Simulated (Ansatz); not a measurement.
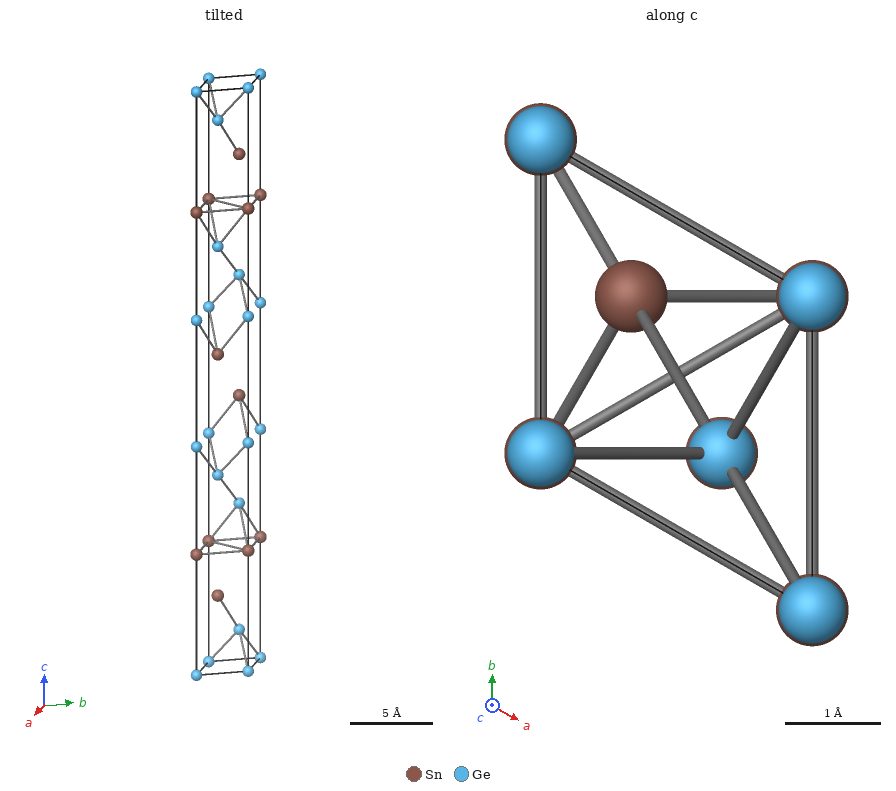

The figure gives a ball-and-stick picture of the atoms, viewed slightly off an axis and along the c axis. The frame is the conventional unit cell; atoms at its boundary are shown with their periodic copies. Cell: a = 3.30 Å, b = 3.30 Å, c = 36.88 Å, α = 90.00°, β = 90.00°, γ = 120.00°.

The structure comes from a structure type filled with these elements by a generator (whether the compound takes this form wasn't checked). Earlier steps of the study may have refined or changed the cell and positions. It was the input of a calculation with Ansatz.

> Summary of the structure:

The formula is Sn₂Ge₃. Its lattice is rhombohedral (trigonal R), its space group R-3m (No. 166). Content of the cell: 6 Sn, 9 Ge (Z = 3). Numbers of contacts at bonding distance: Sn 9 and Ge 6.

The calculation used DFT PBE, scalar-relativistic, plane waves, PAW in Ansatz 0.2.0, with a cutoff energy of 420 eV, k-points about 0.18 Å⁻¹ apart, Gaussian smearing of 0.1 eV, no spin polarisation.

> Is the electronic structure metallic or gapped?

A metal: bands cross the Fermi level.

> State the Bader charges by element.

Sn +0.07 e; Ge -0.07 to -0.01 e.

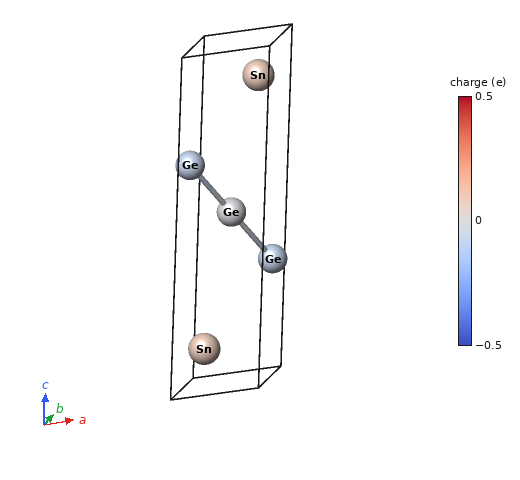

The atoms coloured by those charges. The run's cell of 5 atoms is drawn in a reduced setting, so axes and origin can differ from the first picture.

> Can this geometry be taken as optimised?

Yes. All forces vanish to within 0.01 eV/Å. The pressure is 0.0 GPa, close to zero.
